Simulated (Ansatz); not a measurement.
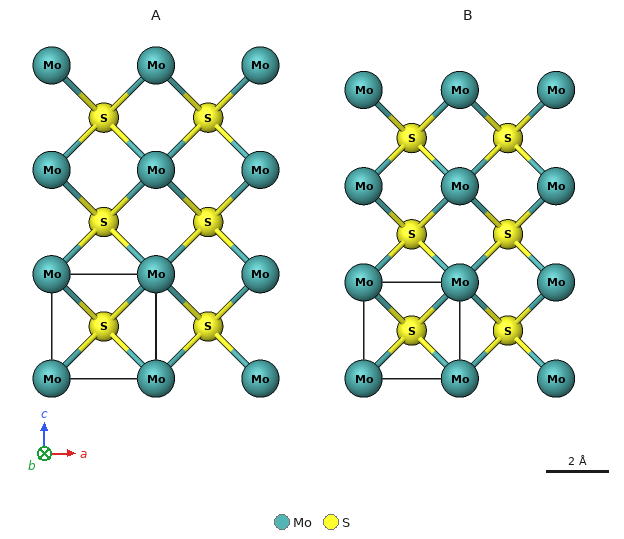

Two geometries of solid MoS (built on the CsCl (B2) type), drawn at one scale. One is the start of a relaxation, the other its converged end. The picture is a ball-and-stick view of the cell of the calculation, repeated 2 × 1 × 3 with one cell outlined, seen along the b axis.

Method: DFT r2SCAN+U, scalar-relativistic, plane waves, PAW in Ansatz. (plane-wave cutoff 500 eV; k-point mesh 14 × 14 × 14; occupations gaussian; smearing width 0.1 eV; U Mo 4.38 eV; collinear spin; cell and atoms relaxed; force threshold 0.01 eV/Å; at most 80 steps)

Question: Which of the two is the end point?

Answer: Structure A is the relaxed one. No atom moves by more than 0.005 Å relative to the cell. The volume changes by +27.7 %, with a = b = c 3.127 → 3.393 Å (+8.5 %). Among the contacts that change: Mo–S 2.708 → 2.938 Å. The space group stays Pm-3m (No. 221). The energy falls by 370 meV per atom in 4 accepted moves (5 points after the start). All forces vanish by symmetry, so only the cell relaxes. Pressure: 34.94 GPa at the start and 0.02 GPa at the end. The SCF was repeated once at an unchanged geometry on a basis and grid sized afresh for the cell, which shifted the energy by 2.0 meV per atom at most.
